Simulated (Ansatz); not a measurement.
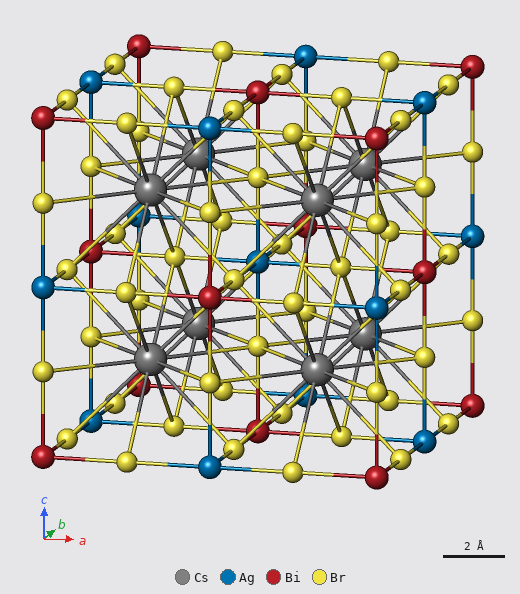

The starting point is solid Cs2AgBiBr6 (set up in Fm-3m). A ball-and-stick model of the conventional cell (4 times the calculation's cell), seen slightly off an axis. Lengths and directions refer to the drawn axes.

Theory: DFT PBE, scalar-relativistic, plane waves, PAW (Ansatz 0.2.0). (plane-wave cutoff 420 eV; k-point mesh 4 × 4 × 4; occupations gaussian; smearing width 0.02 eV; no spin polarisation)

The variant: The volume is changed by +3.0 %. The atoms are relaxed in that cell.

What is the effect?

The volume changes by +3.0 %, with a = b = c 11.484 → 11.598 Å (+1.0 %). The largest moves relative to the cell, 0.011 Å, are those of Br atoms. Cs and Bi and Ag stay in place. Among the bonded contacts that change: Br–Cs 4.060 → 4.100 Å, Ag–Br 2.856 → 2.896 Å, Bi–Br 2.886 → 2.903 Å. The space group stays Fm-3m (No. 225). Energy change: +2.3 meV per atom. Pressure: 0.0 GPa before, −0.6 GPa after.
